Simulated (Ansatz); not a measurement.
# Geometry relaxation, with input and output: TaN

System: TaN (4 atoms in the cell).
Method: DFT PBE, scalar-relativistic, plane waves, PAW, no spin polarisation (Ansatz 0.2.0).

The structure derives from an entry of the Crystallography Open Database. Figures and captions count atoms from 1; the log counts them from 0 in places.

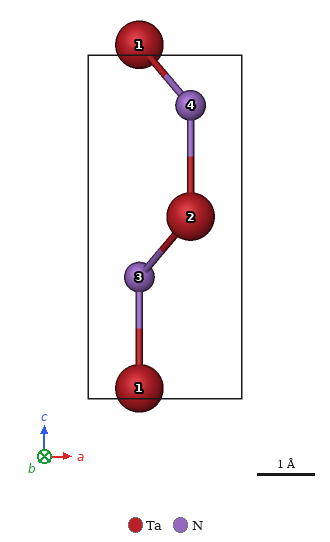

Figure 1. The structure as given in the input (ball-and-stick view of the cell of the calculation, along the b axis; atoms are numbered from 1 in the order of the input). An atom can appear more than once, as a periodic image.

Input file:
```yaml
crystal:
  lattice:
    - [3.1514143542, 0.0, 0.0]
    - [-1.5757071771, 2.7292048886, 0.0]
    - [0.0, 0.0, 6.1029113061]
  atoms:
    - { symbol: Ta, position: [0.3333333333, 0.6666666667, 0.0306209912] }
    - { symbol: Ta, position: [0.6666666667, 0.3333333333, 0.5306209912] }
    - { symbol: "N", position: [0.3333333333, 0.6666666667, 0.3543790088] }
    - { symbol: "N", position: [0.6666666667, 0.3333333333, 0.8543790088] }
basis:
  ecutwfc: 420
kpoints:
  mp_grid: { grid: [18, 18, 8] }
hamiltonian:
  xc: pbe
scf:
  occupations: { method: gaussian, width: 0.1 }
output:
  forces: true
  stress: true
  eigenvalues: true
relax:
  adjacent_minimum: "off"
  f_tol: 0.005
  max_steps: 80
  cell: { stress_tol: 0.05 }
```

Launched with:
```bash
ansatz run input.yaml --threads 4 --pin off --max-ram 10240MiB --backend cpu --events-out ev --progress --plain --runs-dir out
```

The program's output:
```
Engine: ansatz 0.2.0, aarch64-unknown-linux-gnu
Pseudopotentials: kind: paw
Pseudopotential: Ta, paw, valence charge 13, recommended cutoff 420 eV (normal), Ta.paw.azcp
Pseudopotential: N, paw, valence charge 5, recommended cutoff 420 eV (normal), N.paw.azcp
Functional definition: PBE
  parameter kappa = 0.804
  parameter beta = 0.06672455060314922
  exchange = pbe_x(kappa = kappa, mu = beta*pi^2/3)
  correlation = pbe_c(beta = beta)
Crystal: 4 atoms, lattice volume = 52.490 Å³
Basis set: ecut = 420 eV, 1005 PW (Γ), exchange–correlation on 48×48×90 points (8 copies of the dense FFT grid, shifted against one another)
Bands: 22, of which v1, the nominal top of the filled ones, is band 18 counted from 1 (17 counted from 0)
Symmetry: 12 space group operations
Space group: P63mc (ITA 186), of the structure as read, at distance tolerance 3.7e-5 Å
k-points: 185 of 2592 (time reversal used)
Non-local potential: Ta, projectors of the file, l = 0: 3, l = 1: 2, l = 2: 2, l = 3: 1
Non-local potential: N, projectors of the file, l = 0: 2, l = 1: 2, l = 2: 1
PAW form: soft (Blöchl's): semilocal exchange-correlation on the pseudo side does not see the compensation charge
PAW one-centre angular grid: Ta, 590 points (default); XC on 64 Gauss nodes
PAW one-centre angular grid: N, 110 points (default); XC on 64 Gauss nodes
Initial density: superposition of atomic densities (neutral atoms: chi_scale 0, normalization atom), corrected by the library's trained network
Initial wavefunctions: pseudopotential atomic-orbital guess
Functional: x = pbe(κ = 0.804, μ = 0.2195149727645171), c = pbe(β = 0.06672455060314922)
SCF iter   1: F=—  HF=-20635.550964 eV  |F-HF|=—  |Δ(HF+E_count)|=         —  Δρ=8.52e-3  dr2=2.54e-2  ethr=1.77e-3  ⟨swp⟩=5.1  Hψ=18193  notcnv=0
preconditioner: auto → Kerker (q_TF=auto, 2.562 Å⁻¹)  [metal: Δε(μ)=0.043 eV  Ē_g=8.449 eV  σ=0.100 eV  W_gap=0.23  n_scr=22 (ndim 8)  ℏωp=22.9 eV  f_vac=0.000  D(μ)=0.75/eV (n_scr^D=2)]
SCF iter   2: F=—  HF=-20635.549257 eV  |F-HF|=—  |Δ(HF+E_count)|=   1.71e-3  Δρ=4.51e-3  dr2=5.76e-3  ethr=7.05e-5  ⟨swp⟩=1.0  Hψ=5550  notcnv=0
SCF iter   3: F=—  HF=-20635.549455 eV  |F-HF|=—  |Δ(HF+E_count)|=   1.98e-4  Δρ=1.67e-3  dr2=1.34e-3  ethr=1.60e-5  ⟨swp⟩=2.7  Hψ=5949  notcnv=0
SCF iter   4: F=—  HF=-20635.549356 eV  |F-HF|=—  |Δ(HF+E_count)|=   9.86e-5  Δρ=3.65e-4  dr2=3.65e-5  ethr=3.72e-6  ⟨swp⟩=2.0  Hψ=5430  notcnv=0
SCF iter   5: F=—  HF=-20635.549366 eV  |F-HF|=—  |Δ(HF+E_count)|=   9.73e-6  Δρ=4.56e-5  dr2=9.74e-7  ethr=1.01e-7  ⟨swp⟩=2.6  Hψ=6490  notcnv=0
SCF iter   6: F=-20635.549367 eV  HF=-20635.549367 eV  |F-HF|=1.31e-8  |Δ(HF+E_count)|=   5.69e-7  Δρ=1.11e-5  dr2=8.14e-8  ethr=2.78e-10  ⟨swp⟩=6.1  Hψ=18140  notcnv=0
SCF 1 converged in 6 iterations: F = -20635.549367 eV  dr2 = 8.14e-8
  greatest PAW one-centre occupation: 0.999 electrons in one spin orbital (limit 2), on the Ta atom at site 1 (counted from 0), in its partial waves of l = 0
relax step   1: F+E_penalty+E_count = -20635.54936667 eV  Δ(F+E_penalty+E_count) = +0.000e0 eV  max|allowed force component| = 2.555e-2 eV/Å  Δτ_max = 0.0000 Å  P = +0.169 GPa  Ω = 52.490 Å³  (6 SCF iters, dr2 threshold 1.00e-7 eV, accepted)
Crystal: 4 atoms, lattice volume = 52.537 Å³
Basis set: ecut = 420 eV, 1029 PW (Γ), exchange–correlation on 48×48×90 points (8 copies of the dense FFT grid, shifted against one another)
Initial density: handed on by an earlier stage of this run
Initial wavefunctions: those handed on with the density
iter 1 solved again at ethr=3.67e-8 eV; its pass at ethr=3.10e-3 eV (dr2=1.32e-5 eV) is discarded
SCF iter   1: F=—  HF=-20635.549296 eV  |F-HF|=—  |Δ(HF+E_count)|=         —  Δρ=1.68e-4  dr2=1.21e-5  ethr=3.67e-8  ⟨swp⟩=2.0  Hψ=23747  notcnv=0
preconditioner: auto → Kerker (q_TF=auto, 2.562 Å⁻¹)  [metal: Δε(μ)=0.051 eV  Ē_g=8.475 eV  σ=0.100 eV  W_gap=0.27  n_scr=22 (ndim 8)  ℏωp=22.9 eV  f_vac=0.000  D(μ)=0.76/eV (n_scr^D=2)]
SCF iter   2: F=—  HF=-20635.549295 eV  |F-HF|=—  |Δ(HF+E_count)|=   7.79e-7  Δρ=6.44e-5  dr2=1.60e-6  ethr=3.35e-8  ⟨swp⟩=2.0  Hψ=5583  notcnv=0
SCF iter   3: F=—  HF=-20635.549295 eV  |F-HF|=—  |Δ(HF+E_count)|=   3.47e-7  Δρ=3.03e-5  dr2=4.18e-7  ethr=9.10e-10  ⟨swp⟩=4.2  Hψ=13616  notcnv=0
SCF iter   4: F=-20635.549295 eV  HF=-20635.549295 eV  |F-HF|=1.77e-9  |Δ(HF+E_count)|=   1.09e-7  Δρ=5.72e-6  dr2=1.58e-8  ethr=9.10e-10  ⟨swp⟩=5.1  Hψ=16579  notcnv=0
SCF 2 converged in 4 iterations: F = -20635.549295 eV  dr2 = 1.58e-8
  greatest PAW one-centre occupation: 0.999 electrons in one spin orbital (limit 2), on the Ta atom at site 0 (counted from 0), in its partial waves of l = 0
relax step   2: F+E_penalty+E_count = -20635.54929455 eV  Δ(F+E_penalty+E_count) = +7.212e-5 eV  max|allowed force component| = 1.100e-2 eV/Å  Δτ_max = 0.0004 Å  P = -0.063 GPa  Ω = 52.537 Å³  energy of the carried Pulay correction = -1.120e-4 eV  (4 SCF iters, dr2 threshold 3.28e-7 eV, accepted)
Crystal: 4 atoms, lattice volume = 52.524 Å³
iter 1 solved again at ethr=2.03e-9 eV; its pass at ethr=3.10e-3 eV (dr2=7.32e-7 eV) is discarded
SCF iter   1: F=—  HF=-20635.549331 eV  |F-HF|=—  |Δ(HF+E_count)|=         —  Δρ=4.50e-5  dr2=9.34e-7  ethr=2.03e-9  ⟨swp⟩=3.1  Hψ=25974  notcnv=0
preconditioner: auto → Kerker (q_TF=auto, 2.562 Å⁻¹)  [metal: Δε(μ)=0.052 eV  Ē_g=8.476 eV  σ=0.100 eV  W_gap=0.27  n_scr=22 (ndim 8)  ℏωp=22.9 eV  f_vac=0.000  D(μ)=0.76/eV (n_scr^D=2)]
SCF iter   2: F=—  HF=-20635.549333 eV  |F-HF|=—  |Δ(HF+E_count)|=   1.56e-6  Δρ=2.35e-5  dr2=2.93e-7  ethr=2.03e-9  ⟨swp⟩=2.3  Hψ=5529  notcnv=0
SCF iter   3: F=—  HF=-20635.549333 eV  |F-HF|=—  |Δ(HF+E_count)|=   9.70e-8  Δρ=7.94e-6  dr2=3.61e-8  ethr=8.14e-10  ⟨swp⟩=2.0  Hψ=5881  notcnv=0
SCF iter   4: F=-20635.549333 eV  HF=-20635.549333 eV  |F-HF|=3.75e-10  |Δ(HF+E_count)|=   8.43e-9  Δρ=2.27e-6  dr2=2.69e-9  ethr=6.48e-11  ⟨swp⟩=4.8  Hψ=13735  notcnv=0
SCF 3 converged in 4 iterations: F = -20635.549333 eV  dr2 = 2.69e-9
relax step   3: F+E_penalty+E_count = -20635.54933267 eV  Δ(F+E_penalty+E_count) = -3.811e-5 eV  max|allowed force component| = 3.408e-3 eV/Å  Δτ_max = 0.0001 Å  P = -0.018 GPa  Ω = 52.524 Å³  energy of the carried Pulay correction = -8.180e-5 eV  (4 SCF iters, dr2 threshold 2.33e-8 eV, accepted)
Initial wavefunctions: pseudopotential atomic-orbital guess (no wavefunctions were taken with the density)
iter 1 solved again at ethr=1.44e-8 eV; its pass at ethr=3.10e-3 eV (dr2=5.17e-6 eV) is discarded
SCF iter   1: F=—  HF=-20635.549385 eV  |F-HF|=—  |Δ(HF+E_count)|=         —  Δρ=1.05e-4  dr2=1.22e-7  ethr=1.44e-8  ⟨swp⟩=3.4  Hψ=30795  notcnv=0
SCF iter   2: F=—  HF=-20635.549408 eV  |F-HF|=—  |Δ(HF+E_count)|=   2.27e-5  Δρ=5.33e-5  dr2=3.21e-8  ethr=3.39e-10  ⟨swp⟩=1.7  Hψ=4477  notcnv=0
SCF iter   3: F=—  HF=-20635.549415 eV  |F-HF|=—  |Δ(HF+E_count)|=   7.02e-6  Δρ=6.81e-7  dr2=3.46e-10  ethr=8.92e-11  ⟨swp⟩=1.0  Hψ=4075  notcnv=0
SCF iter   4: F=—  HF=-20635.549415 eV  |F-HF|=—  |Δ(HF+E_count)|=  8.00e-11  Δρ=4.86e-7  dr2=1.32e-10  ethr=1.00e-12  ⟨swp⟩=5.8  Hψ=16232  notcnv=0
SCF iter   5: F=-20635.549415 eV  HF=-20635.549415 eV  |F-HF|=1.09e-11  |Δ(HF+E_count)|=  1.82e-11  Δρ=1.58e-7  dr2=1.70e-11  ethr=1.00e-12  ⟨swp⟩=3.5  Hψ=14980  notcnv=0
SCF 4 converged in 5 iterations: F = -20635.549415 eV  dr2 = 1.70e-11
relax step   4: F+E_penalty+E_count = -20635.54941469 eV  Δ(F+E_penalty+E_count) = -8.202e-5 eV  max|allowed force component| = 3.389e-3 eV/Å  Δτ_max = 0.0000 Å  P = -0.015 GPa  Ω = 52.524 Å³  stress off target by 2.02e-2 GPa  SCF on the basis re-selected at this cell (its energy is not comparable with the rows above)  (5 SCF iters)
```

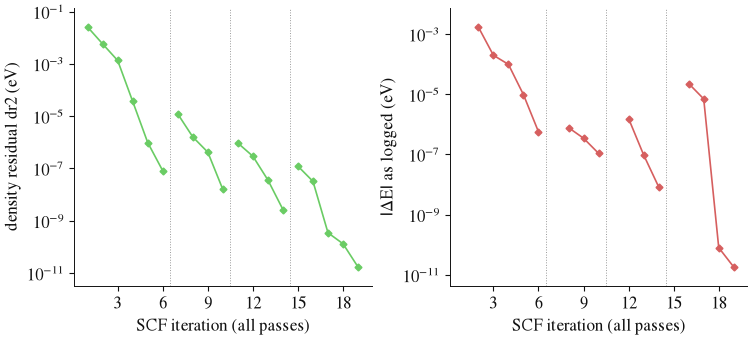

Figure 2. Convergence of the self-consistent field: density residual dr2 and size of the energy change against the SCF iteration. The dotted lines part the SCF passes of the relaxation: geometry steps, rejected trials and re-solves on a re-selected basis. The passes take 6, 4, 4 and 5 iterations.

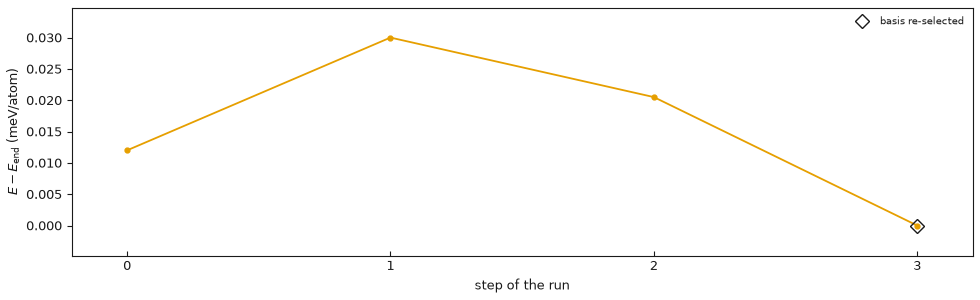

Figure 3. Progress of the relaxation, step by step (the first geometry is step 0 here and step 1 in the log). Over 2 geometry steps the energy rises by next to nothing (0.0 meV per atom). Largest force component: 0.026 eV/Å at the start, 0.0034 eV/Å at the end. The pressure goes from 0.17 to −0.02 GPa. No atom moves by more than 0.005 Å relative to the cell. Cell: a = b 3.151 → 3.152 Å (0.0 %), c 6.103 → 6.105 Å (0.0 %). Volume +0.1 %. The space group stays P6_3mc (No. 186). A last SCF at the same geometry on a re-selected plane-wave basis shifts the energy by next to nothing (0.0 meV per atom). (Atoms are counted from 1 in the order of the input.)

```
basis re-selected at this cell: Δ(F+E_penalty+E_count) = -8.202e-5 eV, ΔP = +0.002 GPa vs the last step (what re-selecting the basis moved, of the pressure what is left beyond the Pulay correction that the steps carried, after the strain that the cell walked since its last selection, with what the two solves' SCF thresholds leave and, on support functions, any second-order correction that the steps lacked; it is no measure of the basis error at this ecutwfc). This SCF's stress stands 2.02e-2 GPa from its target on what of the cell is left free (relax.cell.stress_tol is 5.00e-2 GPa) and its largest allowed force component is 3.39e-3 eV/Å (relax.f_tol is 5.00e-3 eV/Å): within both
SCF converged after 5 iterations
Free energy (F): -20635.549415 eV
Harris-Foulkes:  -20635.549415 eV  (|F-HF|=1.09e-11)
Internal energy: -20635.545607 eV  (E = F + TS)
E sigma→0 (E₀):  -20635.547511 eV
Entropy (-TS):   -0.003808 eV (-0.952 meV/atom)
Fermi energy:    16.284856 eV
--- Per-component energies (eV) ---
  E_band       = -247.389375
  E_kinetic    = 992.432383
  E_local      = -1656.096818  (includes V_loc(G=0)·N_el)
  E_nonlocal   = 120.508467
  E_hartree    = 560.263055
  E_xc         = -556.427284
  E_vxc        = -559.976957  (∫ρ·V_xc dr)
  E_paw        = -17048.133947  (= ΣΔE_a)
  E_vpaw       = -264.782978  (= ΣTr[D̂ρ^β])
  E_aug_tail   = 0.000467  (compensation charges beyond the density's cutoff)
  E_ewald      = -3048.091930
  E_smearing   = -0.003808  (= −TS)
  E_closure    = 0.000000  (closes the sum)
  Σ components = -20635.549415   (vs F -20635.549415, Δ=0.00e0)
--- Forces (eV/Å), atoms counted from 1 ---
  atom   1  Ta     0.00000000     0.00000000    -0.00338719
  atom   2  Ta    -0.00000000     0.00000000    -0.00338719
  atom   3  N      0.00000000    -0.00000000     0.00339020
  atom   4  N      0.00000000     0.00000000     0.00339020
  max |Σ_I F_I| component: 6.02e-6 eV/Å
--- Stress (GPa, compression-positive) ---
       -0.012676       0.000000      -0.000000
        0.000000      -0.012676      -0.000000
       -0.000000      -0.000000      -0.020167
  P = ⅓ Tr σ = -0.0152 GPa (-0.152 kbar)
--- Band table (eV; the first three rows and the last of 185) ---
  k-point 0: bands = ["-52.4030", "-52.3932", "-19.2921", "-18.9624", "-18.7138", "-18.7138", "-18.6860", "-18.6860", "-0.6463", "0.8698", "9.0121", "9.3598", "10.9584", "10.9584", "11.8146", "11.8146", "15.4266", "15.5845", "16.4354", "16.4354", "18.4614", "18.4614"]
  k-point 1: bands = ["-52.4026", "-52.3935", "-19.2800", "-18.9754", "-18.7128", "-18.7128", "-18.6871", "-18.6871", "-0.5905", "0.8108", "8.9845", "9.3123", "10.9847", "10.9847", "11.7734", "11.7734", "15.5374", "15.7355", "16.4926", "16.4926", "18.2979", "18.2979"]
  k-point 2: bands = ["-52.4015", "-52.3946", "-19.2453", "-19.0122", "-18.7098", "-18.7098", "-18.6901", "-18.6901", "-0.4307", "0.6429", "8.9309", "9.1932", "11.0616", "11.0616", "11.6613", "11.6613", "15.8312", "16.0991", "16.6594", "16.6594", "17.9832", "17.9832"]
  k-point 184: bands = ["-52.3640", "-52.3640", "-19.1529", "-19.1529", "-19.0358", "-19.0358", "-18.9769", "-18.9769", "0.9347", "0.9347", "9.9037", "9.9037", "9.9075", "9.9075", "11.8978", "11.8978", "15.3326", "15.3326", "16.7924", "16.7924", "19.4281", "19.4281"]
--- Relaxed structure (3 steps of the walk, 3 accepted, 1 SCFs on fresh bases) ---
  F+E_penalty+E_count = -20635.54941469 eV   max|allowed force component| = 3.389e-3 eV/Å   (the final SCF, on the basis selected at the relaxed cell)
  cell:  # Å, volume = 52.5241 Å³
    - [3.151892563226544, 0.0, -1.6041271799588284e-35]
    - [-1.575946281613272, 2.7296190297534375, 1.3869961747143352e-35]
    - [-2.452494291197209e-35, 0.0, 6.104996999643976]
  atoms:
    - { symbol: Ta, position: [0.33333333333333337, 0.6666666666666667, 0.03054739192126491] }
    - { symbol: Ta, position: [0.6666666666666666, 0.33333333333333337, 0.5305473919212649] }
    - { symbol: N, position: [0.33333333333333337, 0.6666666666666667, 0.3544526080787351] }
    - { symbol: N, position: [0.6666666666666666, 0.33333333333333337, 0.8544526080787351] }
```

Trajectory as extended XYZ (Å, eV, eV/Å), 4 frames, from step=1 to step=4:
```
4
Lattice="3.1514 0.0000 0.0000 -1.5757 2.7292 0.0000 0.0000 0.0000 6.1029" Properties=species:S:1:pos:R:3:forces:R:3 step=1 energy=-20635.54937 pressure_GPa=0.17
Ta    0.0000    1.8195    0.1869    0.0000   0.0000  -0.0255
Ta    1.5757    0.9097    3.2383    0.0000   0.0000  -0.0255
N     0.0000    1.8195    2.1627    0.0000   0.0000   0.0256
N     1.5757    0.9097    5.2142    0.0000   0.0000   0.0256
4
Lattice="3.1524 0.0000 0.0000 -1.5762 2.7301 0.0000 0.0000 0.0000 6.1044" Properties=species:S:1:pos:R:3:forces:R:3 step=2 energy=-20635.54930 pressure_GPa=-0.06
Ta    0.0000    1.8200    0.1866    0.0000   0.0000  -0.0110
Ta    1.5762    0.9100    3.2388    0.0000   0.0000  -0.0110
N     0.0000    1.8200    2.1637    0.0000   0.0000   0.0110
N     1.5762    0.9100    5.2159    0.0000   0.0000   0.0110
4
Lattice="3.1519 0.0000 0.0000 -1.5759 2.7296 0.0000 0.0000 0.0000 6.1050" Properties=species:S:1:pos:R:3:forces:R:3 step=3 energy=-20635.54933 pressure_GPa=-0.02
Ta    0.0000    1.8197    0.1865    0.0000   0.0000  -0.0034
Ta    1.5759    0.9099    3.2390    0.0000   0.0000  -0.0034
N     0.0000    1.8197    2.1639    0.0000   0.0000   0.0034
N     1.5759    0.9099    5.2164    0.0000   0.0000   0.0034
4
Lattice="3.1519 0.0000 0.0000 -1.5759 2.7296 0.0000 0.0000 0.0000 6.1050" Properties=species:S:1:pos:R:3:forces:R:3 step=4 energy=-20635.54942 pressure_GPa=-0.02
Ta    0.0000    1.8197    0.1865    0.0000   0.0000  -0.0034
Ta    1.5759    0.9099    3.2390    0.0000   0.0000  -0.0034
N     0.0000    1.8197    2.1639    0.0000   0.0000   0.0034
N     1.5759    0.9099    5.2164    0.0000   0.0000   0.0034
```

Results in brief:

| quantity | value |
| --- | --- |
| outcome | converged |
| space group (tolerance 0.01 Å) | P6₃mc (186) |
| electrons treated | 36 |
| free energy | −20635.5494 eV |
| Fermi energy | 16.285 eV |
| gap on the k-point mesh | none (metallic) |
| pressure | −0.02 GPa |
| final volume | 52.52 Å³ |
| largest force (length of the vector) at the end | 0.003 eV/Å |
| final cell | a = 3.152 Å, b = 3.152 Å, c = 6.105 Å, α = 90.00°, β = 90.00°, γ = 120.00° |
| hardware | 4 threads of Arm Neoverse V2, 24 GiB of memory available, shared host |
| wall time | 18 s (CPU time 69 s) |
| peak memory | 0.54 GiB |

Notes:

Spin–orbit coupling is left out, which matters for Ta.
